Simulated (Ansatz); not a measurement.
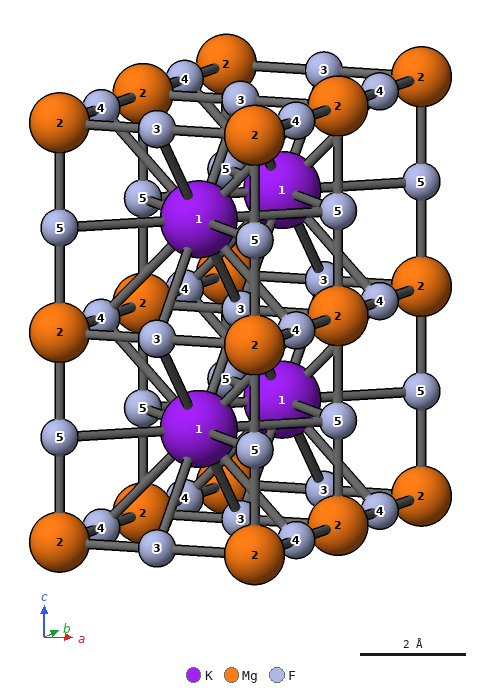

The starting point is a crystal of KMgF3 (set up in Pm-3m). Style: ball-and-stick. Shown: the cell of the calculation, repeated 1 × 2 × 2 with one cell outlined, slightly off an axis.

Level of theory: Ansatz 0.2.0, DFT PBE, scalar-relativistic, plane waves, PAW. Set-up: plane-wave cutoff 420 eV; k-point mesh 6 × 6 × 6; occupations gaussian; smearing width 0.02 eV; no spin polarisation.

The variant: All lengths are scaled by −2.0 % (volume −6.0 %), the atoms keeping their fractional coordinates. No relaxation follows.

Input
```yaml
crystal:
  lattice:
    - [3.9714246978, 0.0, 0.0]
    - [0.0, 3.9714246978, 0.0]
    - [0.0, 0.0, 3.9714246978]
  atoms:
    - { symbol: K, position: [0.5, 0.5, 0.5] }
    - { symbol: Mg, position: [0.0, 0.0, 0.0] }
    - { symbol: F, position: [0.5, 0.0, 0.0] }
    - { symbol: F, position: [0.0, 0.5, 0.0] }
    - { symbol: F, position: [0.0, 0.0, 0.5] }
basis:
  ecutwfc: 420
kpoints:
  mp_grid: { grid: [6, 6, 6] }
hamiltonian:
  xc: pbe
scf:
  occupations: { method: gaussian, width: 0.02 }
output:
  forces: true
  stress: true
  eigenvalues: true
```

Launched with:
```bash
ansatz run input.yaml --threads 2 --pin off --max-ram 5120MiB --backend cpu --events-out ev --progress --plain --runs-dir out
```

> What is the effect?

Among the bonded contacts that change: F–K 2.867 → 2.808 Å, F–Mg 2.027 → 1.986 Å. The space group stays Pm-3m (No. 221). Energy change: +11.2 meV per atom. Pressure: 0.0 GPa before, 4.7 GPa after. All forces vanish by symmetry.

Drawn alike, the variant:

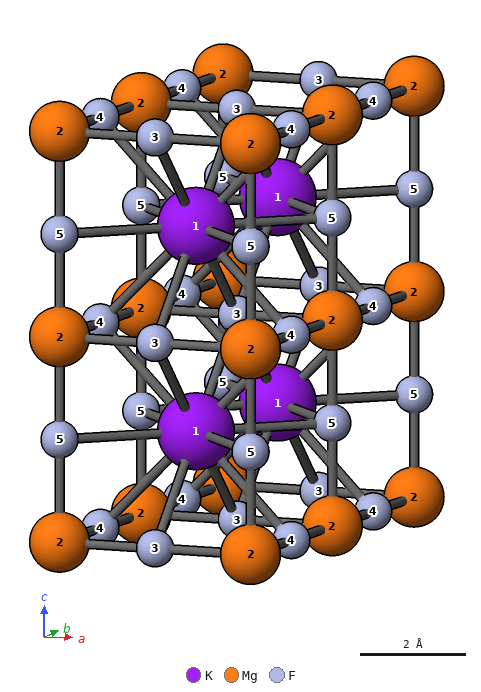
